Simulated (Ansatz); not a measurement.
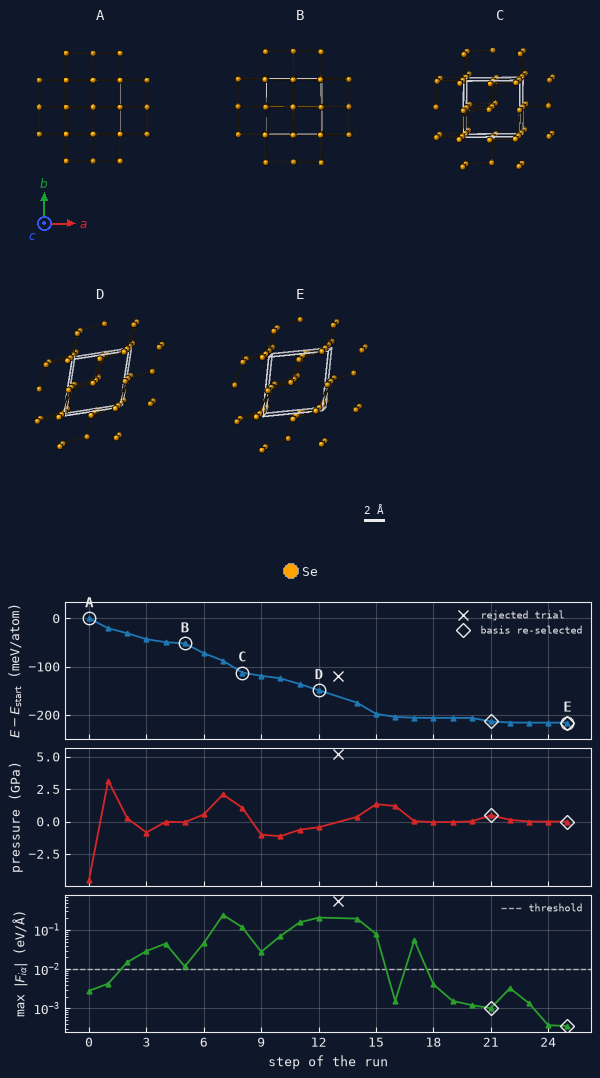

Frames of a relaxation of crystalline Se (a generated structure, set up in I4_1/amd), marked on the history of the run. Style: ball-and-stick. Shown: the conventional cell (2 times the calculation's cell), along the c axis. Lengths and directions refer to the drawn axes.

Phase: beta-Sn type.

Method: DFT, PBEsol, plane waves (420 eV) with PAW, scalar-relativistic (Ansatz 0.2.0). (plane-wave cutoff 420 eV; k-point mesh 12 × 12 × 8; occupations fermi dirac; smearing width 0.1 eV; no spin polarisation; cell and atoms relaxed; force threshold 0.01 eV/Å; at most 60 steps)

### Describe the path.

The largest moves relative to the cell, 0.44 Å, are those of Se atoms. The volume changes by +7.4 %, with a = b 5.515 → 6.150 Å (+11.5 %), c 3.011 → 2.792 Å (−7.3 %), α 90.0° → 103.8°, β 90.0° → 103.8°, γ 90.0° → 78.0°. Some distances before and after: Se–Se 2.859 → 3.887 Å, Se–Se 2.859 → 2.511 Å, Se–Se 3.011 → 2.792 Å. Bond angles that change, for instance: Se–Se–Se 94.0° → 129.9°. The space group (tolerance 0.01 Å) goes from I4_1/amd (No. 141) to C2/c (No. 15). The energy falls by 216 meV per atom in 22 accepted moves (25 points after the start). The largest force component goes from 0.0028 to 0.00035 eV/Å. Pressure: −4.48 GPa at the start and 0.00 GPa at the end. The line search rejected the trial step at point 13 of the run. At 2 points the geometry stayed and the basis and grid were re-selected for the new cell (energy shift of 7.3 meV per atom at most each time). The program noted that a PAW file was made for another functional than the run's. From step 0 to 5: Se atoms move most (0.02 Å), volume −5.8 %, energy −51.9 meV per atom. From step 5 to 8: Se atoms move most (0.09 Å), volume −0.4 %, energy −60.3 meV per atom. From step 8 to 12: Se atoms move most (0.14 Å), volume +0.5 %, energy −36.5 meV per atom. From step 12 to 25: Se atoms move most (0.17 Å), volume +14.0 %, energy −67.3 meV per atom.

```json
{"step": "0", "E − E(0), meV/atom": "0.00", "largest force component, eV/Å": "0.0028", "pressure, GPa": "-4.48", "volume, Å³/atom": "22.899", "note": ""}
{"step": "1", "E − E(0), meV/atom": "-20.58", "largest force component, eV/Å": "0.0043", "pressure, GPa": "3.15", "volume, Å³/atom": "20.624", "note": ""}
{"step": "2", "E − E(0), meV/atom": "-30.86", "largest force component, eV/Å": "0.0151", "pressure, GPa": "0.24", "volume, Å³/atom": "21.337", "note": ""}
{"step": "3", "E − E(0), meV/atom": "-43.23", "largest force component, eV/Å": "0.0292", "pressure, GPa": "-0.84", "volume, Å³/atom": "21.625", "note": ""}
{"step": "4", "E − E(0), meV/atom": "-49.29", "largest force component, eV/Å": "0.0452", "pressure, GPa": "-0.02", "volume, Å³/atom": "21.589", "note": ""}
{"step": "5", "E − E(0), meV/atom": "-51.95", "largest force component, eV/Å": "0.0118", "pressure, GPa": "-0.05", "volume, Å³/atom": "21.577", "note": ""}
{"step": "6", "E − E(0), meV/atom": "-72.21", "largest force component, eV/Å": "0.0469", "pressure, GPa": "0.55", "volume, Å³/atom": "21.407", "note": ""}
{"step": "7", "E − E(0), meV/atom": "-87.56", "largest force component, eV/Å": "0.2438", "pressure, GPa": "2.09", "volume, Å³/atom": "21.291", "note": ""}
{"step": "8", "E − E(0), meV/atom": "-112.23", "largest force component, eV/Å": "0.1192", "pressure, GPa": "1.07", "volume, Å³/atom": "21.484", "note": ""}
{"step": "9", "E − E(0), meV/atom": "-118.97", "largest force component, eV/Å": "0.0279", "pressure, GPa": "-1.02", "volume, Å³/atom": "21.930", "note": ""}
{"step": "10", "E − E(0), meV/atom": "-124.16", "largest force component, eV/Å": "0.0703", "pressure, GPa": "-1.13", "volume, Å³/atom": "21.906", "note": ""}
{"step": "11", "E − E(0), meV/atom": "-135.92", "largest force component, eV/Å": "0.1565", "pressure, GPa": "-0.64", "volume, Å³/atom": "21.611", "note": ""}
{"step": "12", "E − E(0), meV/atom": "-148.72", "largest force component, eV/Å": "0.2087", "pressure, GPa": "-0.44", "volume, Å³/atom": "21.582", "note": ""}
{"step": "13", "E − E(0), meV/atom": "-119.52", "largest force component, eV/Å": "0.5579", "pressure, GPa": "5.18", "volume, Å³/atom": "21.515", "note": "rejected"}
{"step": "14", "E − E(0), meV/atom": "-174.48", "largest force component, eV/Å": "0.1969", "pressure, GPa": "0.36", "volume, Å³/atom": "22.054", "note": ""}
{"step": "15", "E − E(0), meV/atom": "-197.56", "largest force component, eV/Å": "0.0799", "pressure, GPa": "1.34", "volume, Å³/atom": "22.924", "note": ""}
{"step": "16", "E − E(0), meV/atom": "-204.05", "largest force component, eV/Å": "0.0015", "pressure, GPa": "1.20", "volume, Å³/atom": "23.608", "note": ""}
{"step": "17", "E − E(0), meV/atom": "-205.73", "largest force component, eV/Å": "0.0548", "pressure, GPa": "0.03", "volume, Å³/atom": "24.394", "note": ""}
{"step": "18", "E − E(0), meV/atom": "-206.14", "largest force component, eV/Å": "0.0041", "pressure, GPa": "-0.04", "volume, Å³/atom": "24.375", "note": ""}
{"step": "19", "E − E(0), meV/atom": "-206.15", "largest force component, eV/Å": "0.0016", "pressure, GPa": "-0.04", "volume, Å³/atom": "24.364", "note": ""}
{"step": "20", "E − E(0), meV/atom": "-206.16", "largest force component, eV/Å": "0.0012", "pressure, GPa": "0.01", "volume, Å³/atom": "24.336", "note": ""}
{"step": "21", "E − E(0), meV/atom": "-213.49", "largest force component, eV/Å": "0.0010", "pressure, GPa": "0.48", "volume, Å³/atom": "24.336", "note": "same geometry, new basis"}
{"step": "22", "E − E(0), meV/atom": "-215.65", "largest force component, eV/Å": "0.0033", "pressure, GPa": "0.13", "volume, Å³/atom": "24.486", "note": ""}
{"step": "23", "E − E(0), meV/atom": "-215.95", "largest force component, eV/Å": "0.0013", "pressure, GPa": "0.00", "volume, Å³/atom": "24.600", "note": ""}
{"step": "24", "E − E(0), meV/atom": "-215.96", "largest force component, eV/Å": "0.0004", "pressure, GPa": "0.00", "volume, Å³/atom": "24.593", "note": ""}
{"step": "25", "E − E(0), meV/atom": "-215.98", "largest force component, eV/Å": "0.0004", "pressure, GPa": "0.00", "volume, Å³/atom": "24.593", "note": "same geometry, new basis"}
```
